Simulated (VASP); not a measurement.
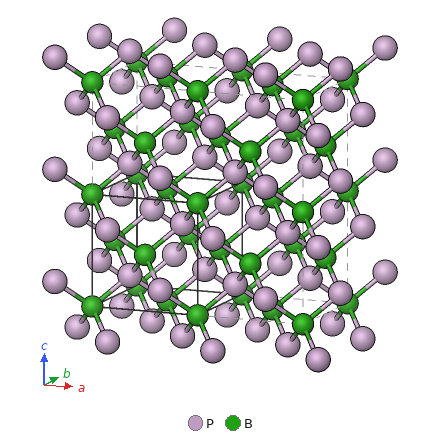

BP (space group F-43m, No. 216): the end point of a relaxation with VASP, VASP Kohn-Sham DFT of a periodic cell, LDA, VASP PAW LDA potentials, recommended.

Bonds are taken as B–P below 2.2 Å. The graph is simplified in the usual way: terminal and isolated atoms are pruned, two-connected atoms become edges.

> What kind of net remains, and which atoms are its nodes?

A uninodal 4-connected, three-periodic net: P and B are 4-connected nodes.

> Name the underlying net.

It is the dia net, known from diamond, zinc blende and cristobalite.

> Is the net interpenetrated?

It is a single net, without interpenetration.

> Give the first five terms of the coordination sequence (nodes one, two, three … edges away).

P and B: 4, 12, 24, 42, 64.

> Give the point symbol of each node (shortest cycle at each angle).

P and B: 6⁶.
